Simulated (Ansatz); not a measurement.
```
Ti O
1.0
     4.59100   -4.59100    0.00000
     4.60250    4.60250    0.00000
     0.00000    0.00000    2.95367
Ti O
4 8
Direct
  0.00000 0.00000 0.00000
  0.50000 0.50000 0.00000
  0.50000 0.00000 0.50000
  0.00000 0.50000 0.50000
  0.00000 0.30461 0.00000
  0.50000 0.80461 0.00000
  0.19539 0.00000 0.50000
  0.69539 0.50000 0.50000
  0.50000 0.19539 0.00000
  0.00000 0.69539 0.00000
  0.80461 0.00000 0.50000
  0.30461 0.50000 0.50000
```

Space group Cmmm; changed on purpose from its base cell (strain +0.0025 x Voigt [0, 0, 0, 0, 0, 1], atoms carried along); computed without spin polarisation.

The calculation used DFT r2SCAN, scalar-relativistic, plane waves, PAW (Ansatz).

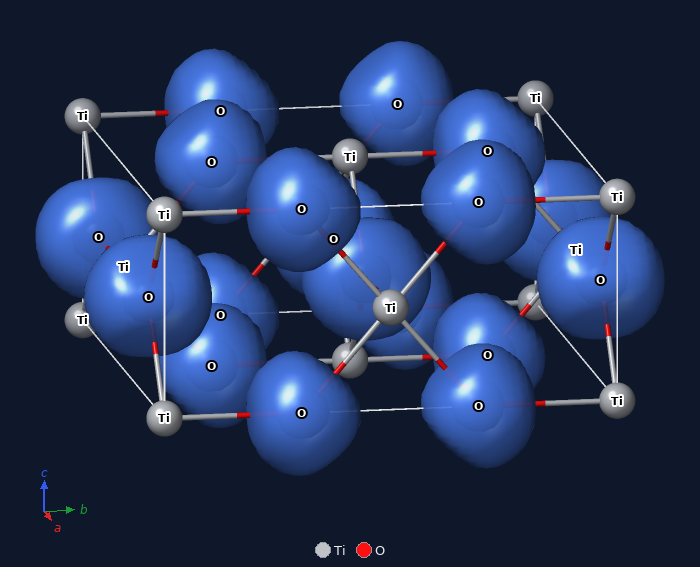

TiO₂. Isosurface of the electron localisation function at 0.7 (blue), seen slightly off an axis. Only the valence region is drawn (cores and ρ < 0.01 e/Å³ removed). Sticks mark near contacts.

Q: Identify the bonds, lone pairs and shells in this picture.

A: At this value the surface marks out eight regions wrapped around O (the valence shell of each), counted in one cell of 12 atoms. Regions shared between cells count once. Profiles from the grid: Ti–O (1.95 Å): the ELF peaks at about 0.80 in the valence shell of O, 0.6 Å from its nucleus, and is about 0.20 at the midpoint; no localised pair shows between them.

Q: Does the calculation make it a metal, or give it a gap?

A: It is gapped, with a Kohn–Sham gap of 2.2 eV on the k-point mesh (the band edges may lie off the mesh, which would make the gap smaller).
